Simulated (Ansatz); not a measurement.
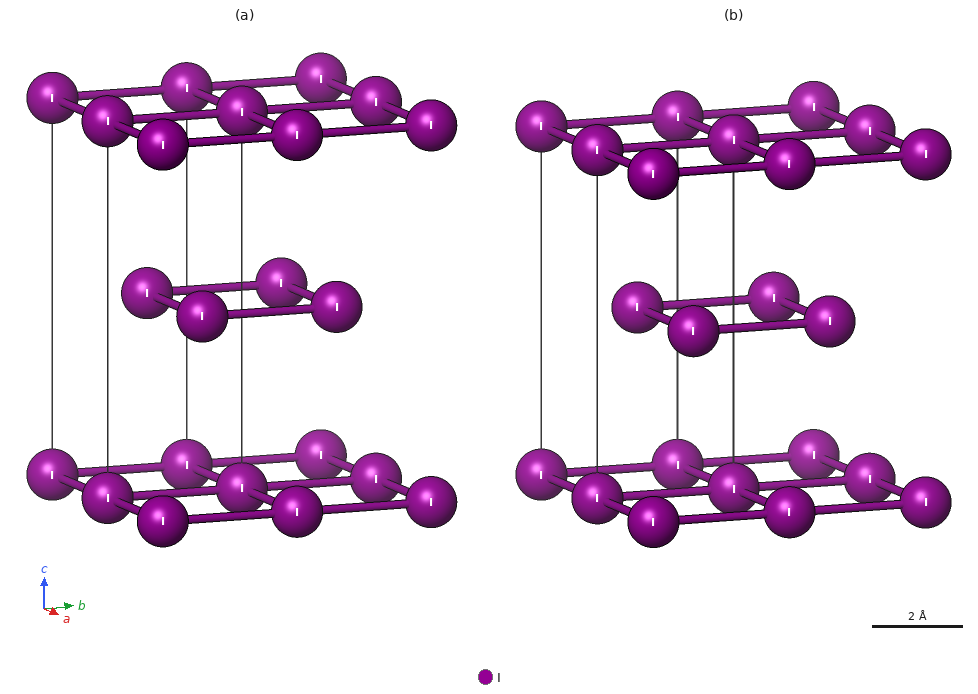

Left: a symmetric starting cell of I. Right: the same structure after one change, at the same scale. Style: ball-and-stick. Shown: the conventional cell (2 times the calculation's cell), repeated 2 × 2 × 1 with one cell outlined, slightly off an axis. Lengths and directions refer to the drawn axes.

Method: DFT PBEsol, scalar-relativistic, plane waves, PAW in Ansatz. Set-up: plane-wave cutoff 420 eV; k-point mesh 18 × 18 × 18; occupations gaussian; smearing width 0.1 eV; no spin polarisation.

What was changed?

Answer. The cell is strained by −7.6 % along c and +1.4 % across it (volume −4.9 %), the atoms keeping their fractional coordinates. No relaxation follows. The starting cell wasn't computed here and needn't be at equilibrium, so pressure and forces aren't due to the change alone.

How do the computed properties respond?

Answer. The pressure is −2.4 GPa (not all of it need come from the change, since the unchanged cell can be under pressure at this level too). The principal stresses (compression positive) are −0.4 GPa along c and −3.4 GPa across it. All forces vanish by symmetry. Near-neighbour distances before and after: I–I 3.235 → 3.281 Å. The space group stays I4/mmm (No. 139).

Limits of the set-up: an odd number of electrons was run without spin polarisation, which fails if the electron would localise.
